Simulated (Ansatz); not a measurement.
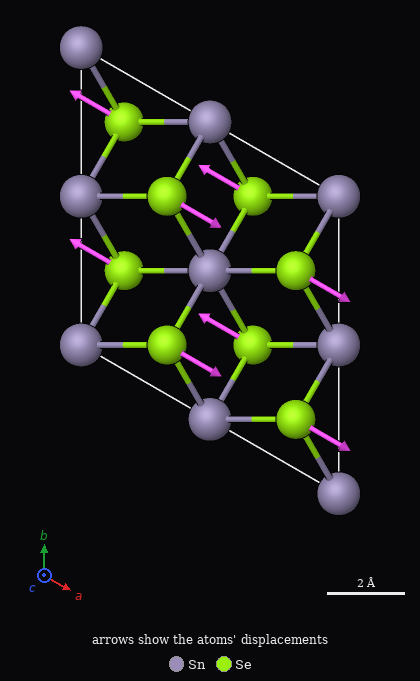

The lowest optical mode of a free-standing layer of SnSe2 (a generated structure), space group P-3m1 (No. 164), at the zone centre. The pink arrows are the displacements of the atoms (eigenvector over the root of the mass), of arbitrary overall length and sign. The picture is a ball-and-stick view of the 2 × 2 repeat of the cell, outlined in the plane, without the vacuum, seen along the c axis.

These are results of DFT PBE, scalar-relativistic, plane waves, PAW in Ansatz 0.2.0, not measurements.

Input
```yaml
crystal:
  lattice:
    - [3.8683673577, -2.887e-07, 0.0]
    - [-1.9341834288, 3.3501045473, 0.0]
    - [0.0, 0.0, 29.937]
  atoms:
    - { symbol: Sn, position: [0.0, 0.0, 0.300631] }
    - { symbol: Se, position: [0.6666666667, 0.3333333333, 0.3539143596] }
    - { symbol: Se, position: [0.3333333333, 0.6666666667, 0.2473476404] }
  periodic: [true, true, false]
basis:
  ecutwfc: 420
kpoints:
  mp_grid: { grid: [12, 12, 1] }
hamiltonian:
  xc: pbe
scf:
  occupations: { method: fixed }
output:
  eigenvalues: true
phonons:
  method: dfpt
  eigenvectors: true
  qmesh: [3, 3, 1]
  temperatures: { t_max: 1000, t_step: 100 }
  qpath:
    path:
      - [[0.0, 0.0, 0.0], [0.5, 0.0, 0.0], [0.33333333, 0.33333333, 0.0], [0.0, 0.0, 0.0], [0.0, 0.0, 0.5], [0.5, 0.0, 0.5], [0.33333333, 0.33333333, 0.5], [0.0, 0.0, 0.5]]
      - [[0.5, 0.0, 0.5], [0.5, 0.0, 0.0]]
      - [[0.33333333, 0.33333333, 0.5], [0.33333333, 0.33333333, 0.0]]
    npoints: 8
```

Run as
```bash
ansatz run input.yaml --threads 1 --pin off --max-ram 3072MiB --backend cpu --events-out ev --progress --plain --runs-dir out
```

Frequencies are those without the non-analytic (LO–TO) term.

Is the structure stable against all modes at this point?

Yes: this softest mode has a real frequency, and so have all others here. That speaks for this wave vector alone: the rest of the zone wasn't checked in this run. This is the E_g mode (doubly degenerate; one member of the set is drawn) at 3.13 THz, the lowest optical level, Raman-active by symmetry. The Sn atoms stay at rest; all motion is along a of the drawn cell; atoms of one kind move against one another, with no net shift of their sublattice.
